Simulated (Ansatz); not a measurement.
**Geometry relaxation, with input and output: Si (part 2 of 2)**

Si (slab, 4 atoms in the cell); DFT PBE, scalar-relativistic, plane waves, PAW, PAW set soft_1, no spin polarisation (Ansatz 0.2.0); cutoff 420 eV, 9×9×1 k-mesh, Gaussian smearing of 0.05 eV. The structure derives from an entry of the Crystallography Open Database. The input holds or restrains some coordinates. Forces given for the steps count only the free coordinates.

Geometry of the input (Å; fractional positions):
```
3.8675  0.0000  0.0000
-1.9338  3.3494  0.0000
0.0000  0.0000  17.9473
Si 0.3333  0.6667  0.3900
Si 0.0000  0.0000  0.4340
Si 0.0000  0.0000  0.5660
Si 0.6667  0.3333  0.6100
```

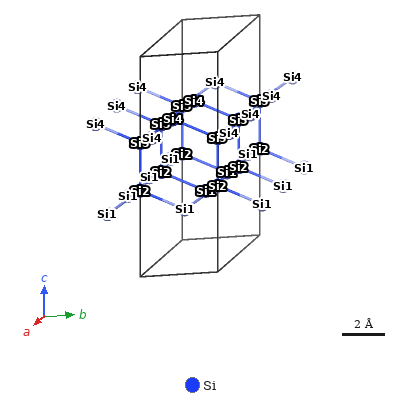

Fig. 1: The geometry at step 1 of the log (ball-and-stick view of the 2 × 1 repeat of the cell, with the vacuum cut short, seen slightly off an axis; neighbours outside the cell are drawn fainter; atoms are numbered from 1 in the order of the input).

The program's output, continued:
```
SCF iter   1: F=—  HF=-2541.164180 eV  |F-HF|=—  |Δ(HF+E_count)|=         —  Δρ=1.87e-3  dr2=6.74e-2  ethr=4.64e-4  p=0.000 e·Å  D=4.44e-6 V/Å  ΔV_dip=-0.00 eV  dr2_dipole=2.80e-2  V_vac-E_F(+/−)=4.84/4.84 eV  ⟨swp⟩=1.1  Hψ=789  notcnv=0
efield: sawtooth ramp at fractional position 0.9800 (handed on by an earlier solve), width 0.0400; the density the first Hamiltonian is built on has a dipole p = 0.000 e·Å; the dipole correction subtracts the counter field D = 4.44e-6 V/Å, which shifts the + side's vacuum level by -0.00 eV against the − side's; the planar-averaged density in the ramp window peaks in size at 4.9e-7 e/Å³
preconditioner: auto → LDOS  [insulator: Δε(μ)=0.331 eV  Ē_g=7.124 eV  σ=0.050 eV  W_gap=0.75  n_scr=8 (ndim 8)  ℏωp=9.7 eV  f_vac=0.536  D(μ)=1.85/eV (n_scr^D=6)  ε∞_Penn≈2.9  β→1.0]
SCF iter   2: F=—  HF=-2541.160367 eV  |F-HF|=—  |Δ(HF+E_count)|=   3.81e-3  Δρ=6.40e-4  dr2=6.38e-3  ethr=4.21e-4  p=0.010 e·Å  D=7.49e-3 V/Å  ΔV_dip=-0.13 eV  dr2_dipole=2.34e-3  V_vac-E_F(+/−)=4.78/4.92 eV  ⟨swp⟩=2.3  Hψ=167  notcnv=0
SCF iter   3: F=—  HF=-2541.159831 eV  |F-HF|=—  |Δ(HF+E_count)|=   5.36e-4  Δρ=1.11e-4  dr2=1.07e-4  ethr=3.99e-5  p=0.007 e·Å  D=5.59e-3 V/Å  ΔV_dip=-0.10 eV  dr2_dipole=6.23e-6  V_vac-E_F(+/−)=4.80/4.90 eV  ⟨swp⟩=2.4  Hψ=206  notcnv=0
SCF iter   4: F=-2541.159814 eV  HF=-2541.159813 eV  |F-HF|=1.22e-6  |Δ(HF+E_count)|=   1.82e-5  Δρ=2.64e-5  dr2=2.59e-6  ethr=4.90e-7  p=0.007 e·Å  D=5.55e-3 V/Å  ΔV_dip=-0.10 eV  dr2_dipole=1.60e-9  V_vac-E_F(+/−)=4.80/4.90 eV  ⟨swp⟩=7.2  Hψ=997  notcnv=0
SCF 2 converged in 4 iterations: F = -2541.159814 eV  dr2 = 2.59e-6
  greatest PAW one-centre occupation: 0.659 electrons in one spin orbital (limit 2), on the Si atom at site 0 (counted from 0), in its partial waves of l = 0
relax step   2: F+E_penalty+E_count = -2541.15981438 eV  Δ(F+E_penalty+E_count) = -5.550e-2 eV  max|allowed force component| = 4.460e-1 eV/Å  Δτ_max = 0.0544 Å  (4 SCF iters, dr2 threshold 7.84e-5 eV, accepted)
iter 1 solved again at ethr=1.07e-4 eV; its pass at ethr=3.10e-3 eV (dr2=1.72e-2 eV) is discarded
SCF iter   1: F=—  HF=-2541.176425 eV  |F-HF|=—  |Δ(HF+E_count)|=         —  Δρ=1.82e-3  dr2=1.71e-2  ethr=1.07e-4  p=0.007 e·Å  D=5.55e-3 V/Å  ΔV_dip=-0.10 eV  dr2_dipole=7.18e-5  V_vac-E_F(+/−)=4.82/4.92 eV  ⟨swp⟩=1.5  Hψ=839  notcnv=0
efield: sawtooth ramp at fractional position 0.9800 (handed on by an earlier solve), width 0.0400; the density the first Hamiltonian is built on has a dipole p = 0.007 e·Å; the dipole correction subtracts the counter field D = 5.55e-3 V/Å, which shifts the + side's vacuum level by -0.10 eV against the − side's; the planar-averaged density in the ramp window peaks in size at 4.0e-7 e/Å³
preconditioner: auto → LDOS  [metal: Δε(μ)=0.038 eV  Ē_g=7.107 eV  σ=0.050 eV  W_gap=0.37  n_scr=8 (ndim 8)  ℏωp=9.7 eV  f_vac=0.533  D(μ)=1.66/eV (n_scr^D=6)  β→1.0]
SCF iter   2: F=—  HF=-2541.174730 eV  |F-HF|=—  |Δ(HF+E_count)|=   1.70e-3  Δρ=9.13e-4  dr2=8.03e-3  ethr=1.07e-4  p=0.007 e·Å  D=5.29e-3 V/Å  ΔV_dip=-0.09 eV  dr2_dipole=7.12e-4  V_vac-E_F(+/−)=4.84/4.94 eV  ⟨swp⟩=3.8  Hψ=319  notcnv=0
SCF iter   3: F=—  HF=-2541.173250 eV  |F-HF|=—  |Δ(HF+E_count)|=   1.48e-3  Δρ=1.31e-4  dr2=7.13e-5  ethr=5.02e-5  p=0.008 e·Å  D=6.61e-3 V/Å  ΔV_dip=-0.12 eV  dr2_dipole=4.72e-6  V_vac-E_F(+/−)=4.82/4.94 eV  ⟨swp⟩=2.4  Hψ=221  notcnv=0
SCF iter   4: F=-2541.173262 eV  HF=-2541.173267 eV  |F-HF|=5.49e-6  |Δ(HF+E_count)|=   1.69e-5  Δρ=3.08e-5  dr2=6.61e-6  ethr=7.77e-8  p=0.009 e·Å  D=6.68e-3 V/Å  ΔV_dip=-0.12 eV  dr2_dipole=1.61e-6  V_vac-E_F(+/−)=4.82/4.94 eV  ⟨swp⟩=10.7  Hψ=992  notcnv=0
SCF 3 converged in 4 iterations: F = -2541.173262 eV  dr2 = 6.61e-6
  greatest PAW one-centre occupation: 0.658 electrons in one spin orbital (limit 2), on the Si atom at site 0 (counted from 0), in its partial waves of l = 0
relax step   3: F+E_penalty+E_count = -2541.17326182 eV  Δ(F+E_penalty+E_count) = -1.345e-2 eV  max|allowed force component| = 6.288e-2 eV/Å  Δτ_max = 0.0681 Å  (4 SCF iters, dr2 threshold 1.24e-5 eV, accepted)
SCF iter   1: F=—  HF=-2541.173742 eV  |F-HF|=—  |Δ(HF+E_count)|=         —  Δρ=2.16e-4  dr2=9.97e-4  ethr=1.37e-5  p=0.009 e·Å  D=6.68e-3 V/Å  ΔV_dip=-0.12 eV  dr2_dipole=4.26e-4  V_vac-E_F(+/−)=4.81/4.93 eV  ⟨swp⟩=2.8  Hψ=479  notcnv=0
efield: sawtooth ramp at fractional position 0.9800 (handed on by an earlier solve), width 0.0400; the density the first Hamiltonian is built on has a dipole p = 0.009 e·Å; the dipole correction subtracts the counter field D = 6.68e-3 V/Å, which shifts the + side's vacuum level by -0.12 eV against the − side's; the planar-averaged density in the ramp window peaks in size at 4.6e-7 e/Å³
preconditioner: auto → LDOS  [metal: Δε(μ)=0.036 eV  Ē_g=7.113 eV  σ=0.050 eV  W_gap=0.35  n_scr=8 (ndim 8)  ℏωp=9.7 eV  f_vac=0.534  D(μ)=1.69/eV (n_scr^D=6)  β→1.0]
SCF iter   2: F=—  HF=-2541.173704 eV  |F-HF|=—  |Δ(HF+E_count)|=   3.83e-5  Δρ=1.07e-4  dr2=3.02e-4  ethr=6.23e-6  p=0.010 e·Å  D=7.76e-3 V/Å  ΔV_dip=-0.14 eV  dr2_dipole=1.40e-4  V_vac-E_F(+/−)=4.81/4.95 eV  ⟨swp⟩=1.0  Hψ=240  notcnv=0
SCF iter   3: F=—  HF=-2541.173689 eV  |F-HF|=—  |Δ(HF+E_count)|=   1.49e-5  Δρ=1.06e-5  dr2=8.22e-7  ethr=1.88e-6  p=0.009 e·Å  D=7.31e-3 V/Å  ΔV_dip=-0.13 eV  dr2_dipole=2.30e-7  V_vac-E_F(+/−)=4.81/4.94 eV  ⟨swp⟩=1.0  Hψ=144  notcnv=0
SCF iter   4: F=—  HF=-2541.173600 eV  |F-HF|=—  |Δ(HF+E_count)|=   8.87e-5  Δρ=3.05e-6  dr2=3.59e-8  ethr=6.25e-10  p=0.009 e·Å  D=7.32e-3 V/Å  ΔV_dip=-0.13 eV  dr2_dipole=2.72e-10  V_vac-E_F(+/−)=4.81/4.94 eV  ⟨swp⟩=9.1  Hψ=966  notcnv=0
SCF iter   5: F=-2541.173600 eV  HF=-2541.173600 eV  |F-HF|=1.02e-9  |Δ(HF+E_count)|=   2.52e-8  Δρ=8.70e-7  dr2=4.31e-9  ethr=2.24e-10  p=0.009 e·Å  D=7.32e-3 V/Å  ΔV_dip=-0.13 eV  dr2_dipole=8.39e-11  V_vac-E_F(+/−)=4.81/4.94 eV  ⟨swp⟩=2.8  Hψ=564  notcnv=0
SCF 4 converged in 5 iterations: F = -2541.173600 eV  dr2 = 4.31e-9
relax step   4: F+E_penalty+E_count = -2541.17360045 eV  Δ(F+E_penalty+E_count) = -3.386e-4 eV  max|allowed force component| = 1.125e-3 eV/Å  Δτ_max = 0.0062 Å  (5 SCF iters, accepted)
SCF converged after 5 iterations
Free energy (F): -2541.173600 eV
Harris-Foulkes:  -2541.173600 eV  (|F-HF|=1.02e-9)
Internal energy: -2541.171552 eV  (E = F + TS)
E sigma→0 (E₀):  -2541.172576 eV
Entropy (-TS):   -0.002048 eV (-0.512 meV/atom)
Fermi energy:    -1.090674 eV
Dipole field:    D = 0.007311 V/Å  (p = 0.009393 e·Å, saw-weighted, corrected)
Work function:   Φ+ = 4.8108 eV   Φ− = 4.9421 eV
Levels:          The Fermi level and band energies are counted from a zero that moves with the ramp; work functions are not
--- Per-component energies (eV) ---
  E_band       = -90.490239
  E_kinetic    = 156.603119
  E_local      = -2451.254401  (includes V_loc(G=0)·N_el)
  E_nonlocal   = 90.866988
  E_hartree    = 1152.588204
  E_xc         = -222.560270
  E_vxc        = -186.416275  (∫ρ·V_xc dr)
  E_paw        = -2045.323833  (= ΣΔE_a)
  E_vpaw       = -5.465235  (= ΣTr[D̂ρ^β])
  E_aug_tail   = 0.000159  (compensation charges beyond the density's cutoff)
  E_efield     = 0.000034  (sawtooth field / dipole correction)
  E_vefield    = -0.003399  (∫n·V_field dr)
  E_ewald      = 777.908448
  E_smearing   = -0.002048  (= −TS)
  E_closure    = 0.000000  (closes the sum)
  Σ components = -2541.173600   (vs F -2541.173600, Δ=0.00e0)
--- Forces (eV/Å), atoms counted from 1 ---
  atom   1  Si     0.00000000     0.00000000     0.61639016
  atom   2  Si    -0.00000000    -0.00000000    -0.61815804
  atom   3  Si     0.00000000     0.00000000     0.00064381
  atom   4  Si    -0.00000000    -0.00000000     0.00112480
  max |Σ_I F_I| component: 7.29e-7 eV/Å
--- Band table (eV; the first three rows and the last of 12) ---
  k-point 0: bands = ["-12.2344", "-11.0973", "-5.9580", "-2.4923", "-1.9575", "-1.9575", "-1.2364", "-1.2364", "0.1874", "1.2136", "1.6616", "2.1889"]
  k-point 1: bands = ["-12.0928", "-10.9550", "-5.9000", "-2.9810", "-2.5718", "-2.2322", "-2.0283", "-1.4551", "0.3288", "1.5668", "1.9026", "2.5857"]
  k-point 2: bands = ["-11.6746", "-10.5352", "-5.9631", "-4.4333", "-3.8693", "-2.7460", "-1.9145", "-1.9086", "-0.0617", "1.1785", "1.6308", "3.4731"]
  k-point 11: bands = ["-9.4304", "-8.5291", "-8.1426", "-7.7012", "-5.1384", "-4.7261", "-3.2062", "-1.1313", "-1.0871", "2.1031", "2.9185", "2.9529"]
--- Relaxed structure (4 steps of the walk, 4 accepted, 0 SCFs on fresh bases) ---
  F+E_penalty+E_count = -2541.17360045 eV   max|allowed force component| = 1.125e-3 eV/Å
  atoms:
    - { symbol: Si, position: [0.3333333333333333, 0.6666666666666666, 0.39003109629999994] }
    - { symbol: Si, position: [0.0, 0.0, 0.43401865779999993] }
    - { symbol: Si, position: [-5.95808789189777e-33, -7.666802510278564e-33, 0.5731443589928258] }
    - { symbol: Si, position: [0.6666666666666667, 0.3333333333333332, 0.6094122660937422] }
```

Trajectory as extended XYZ (Å, eV, eV/Å), 4 frames, from step=1 to step=4:
```
4
Lattice="3.8675 0.0000 0.0000 -1.9338 3.3494 0.0000 0.0000 0.0000 17.9473" Properties=species:S:1:pos:R:3:forces:R:3 step=1 energy=-2541.10431
Si    0.0000    2.2329    7.0000    0.0000   0.0000   0.5577
Si    0.0000    0.0000    7.7895    0.0000   0.0000  -1.1201
Si    0.0000    0.0000   10.1578    0.0000   0.0000   1.1201
Si    1.9338    1.1165   10.9473    0.0000   0.0000  -0.5576
4
Lattice="3.8675 0.0000 0.0000 -1.9338 3.3494 0.0000 0.0000 0.0000 17.9473" Properties=species:S:1:pos:R:3:forces:R:3 step=2 energy=-2541.15981
Si    0.0000    2.2329    7.0000    0.0000   0.0000   0.5739
Si    0.0000    0.0000    7.7895    0.0000   0.0000  -0.8775
Si    0.0000    0.0000   10.2122    0.0000   0.0000   0.4460
Si    1.9338    1.1165   10.9091    0.0000   0.0000  -0.1431
4
Lattice="3.8675 0.0000 0.0000 -1.9338 3.3494 0.0000 0.0000 0.0000 17.9473" Properties=species:S:1:pos:R:3:forces:R:3 step=3 energy=-2541.17326
Si    0.0000    2.2329    7.0000    0.0000   0.0000   0.6177
Si    0.0000    0.0000    7.7895    0.0000   0.0000  -0.6330
Si    0.0000    0.0000   10.2803    0.0000   0.0000   0.0629
Si    1.9338    1.1165   10.9435    0.0000   0.0000  -0.0467
4
Lattice="3.8675 0.0000 0.0000 -1.9338 3.3494 0.0000 0.0000 0.0000 17.9473" Properties=species:S:1:pos:R:3:forces:R:3 step=4 energy=-2541.17360
Si    0.0000    2.2329    7.0000    0.0000   0.0000   0.6164
Si    0.0000    0.0000    7.7895    0.0000   0.0000  -0.6182
Si    0.0000    0.0000   10.2864    0.0000   0.0000   0.0006
Si    1.9338    1.1165   10.9373    0.0000   0.0000   0.0011
```

Summary:

- outcome: converged under the restraints of the input
- electrons treated: 16
- free energy: −2541.1736 eV
- work function, top face: 4.81 eV
- work function, bottom face: 4.94 eV
- Fermi energy: −1.091 eV
- gap on the k-point mesh: 0.04 eV
- final volume: 232.49 Å³
- work function (upper face): 4.81 eV
- largest force (length of the vector) at the end, held atoms and coordinates included: 0.618 eV/Å
- hardware: 1 thread of Arm Neoverse V1, 24 GiB of memory available, shared host
- wall time: 16 s
- peak memory: 0.35 GiB
